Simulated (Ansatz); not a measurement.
System: W.

```xyz
4
Lattice="2.8758 0.0000 0.0000 0.0000 4.4914 0.0000 0.0000 0.0000 5.0396" Properties=species:S:1:pos:R:3 pbc="T T T"
W     0.0000    2.2457    2.5198
W     1.4379    0.0000    2.5198
W     1.4379    2.2457    0.0000
W     0.0000    0.0000    0.0000
```

Space group Fmmm; a structure from a database of computed crystals, not necessarily the ambient phase.

Computed with DFT r2SCAN, plane waves, PAW in Ansatz.

Q: What will maps of the valence pseudo-density show?

A: W–W (2.67 Å): the density is about 0.48 e/Å³ at the midpoint.
W–W (2.88 Å): ρ at the midpoint is about 0.35 e/Å³.

Q: Does the calculation make it a metal, or give it a gap?

A: It is gapless in this calculation (a metal or semimetal).

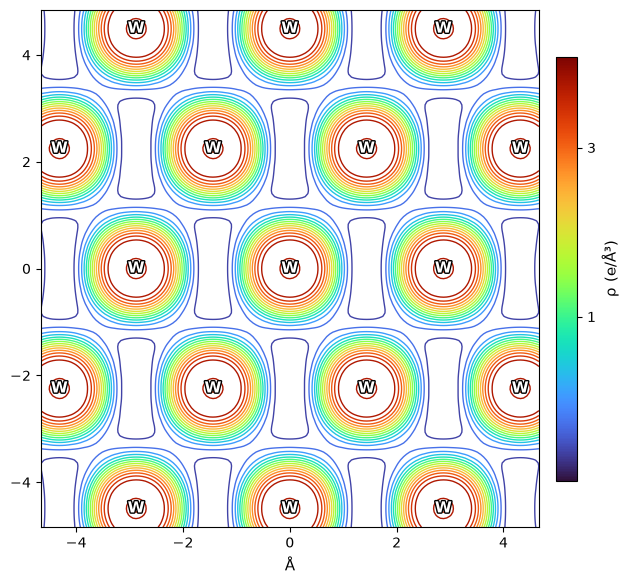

Computed valence pseudo-density on the (001) plane of the conventional cell. 
